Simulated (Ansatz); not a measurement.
AlNi

Input

```
crystal:
  lattice:
    - [4.0856138832, 0.0, -2.9011416498]
    - [-4.0856138832, 0.0, -2.9011416498]
    - [0.0, 4.0856253446, 2.9011416498]
  atoms:
    - { symbol: Al, position: [0.0, 0.0, 0.0] }
    - { symbol: Al, position: [0.5, 1.0, 0.5] }
    - { symbol: Al, position: [0.0, 0.5, 0.5] }
    - { symbol: Al, position: [0.5, 0.5, 0.0] }
    - { symbol: Ni, position: [0.0, 0.0, 0.5] }
    - { symbol: Ni, position: [0.5, 0.0, 0.0] }
    - { symbol: Ni, position: [0.0, 0.5, 0.0] }
    - { symbol: Ni, position: [0.5, 0.5, 0.5] }
basis:
  ecutwfc: 420
kpoints:
  mp_grid: { grid: [14, 14, 14] }
hamiltonian:
  xc: pbe
scf:
  occupations: { method: gaussian, width: 0.15 }
output:
  forces: true
  stress: true
  eigenvalues: true
  write_density: true
  write_potential: true
  elf: true
  volumetric_format: npy
```

Launched as:

```sh
ansatz run input.yaml --threads 1 --pin off --max-ram 2560MiB --backend cpu --events-out ev --progress --plain --runs-dir out
```

Space group P4/mmm; a structure from a database of computed crystals, not necessarily the ambient phase; computed without spin polarisation.

All numbers below come from Ansatz 0.2.0, DFT PBE, scalar-relativistic, plane waves, PAW.

Question: Predict the valence pseudo-density and electron localisation function between the atoms.

Answer: Al–Ni (2.51 Å): the density is about 0.29 e/Å³ at the midpoint; the ELF is about 0.40 at the midpoint.

Question: Metal or insulator at this level of theory?

Answer: It is metallic or semimetallic at this level of theory: no gap opens.

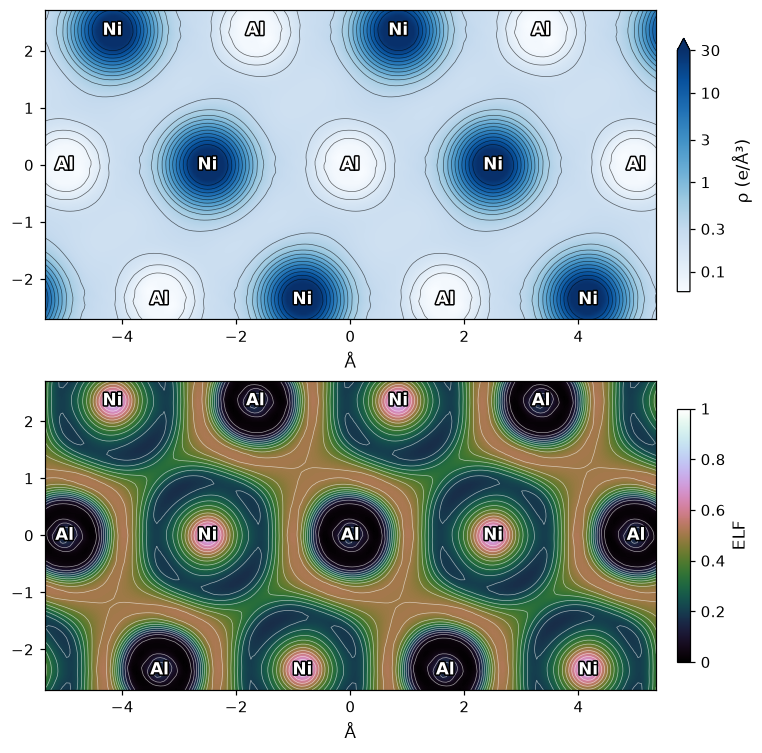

Computed valence pseudo-density and electron localisation function on the (101̄) plane of the calculation cell, in this order. 
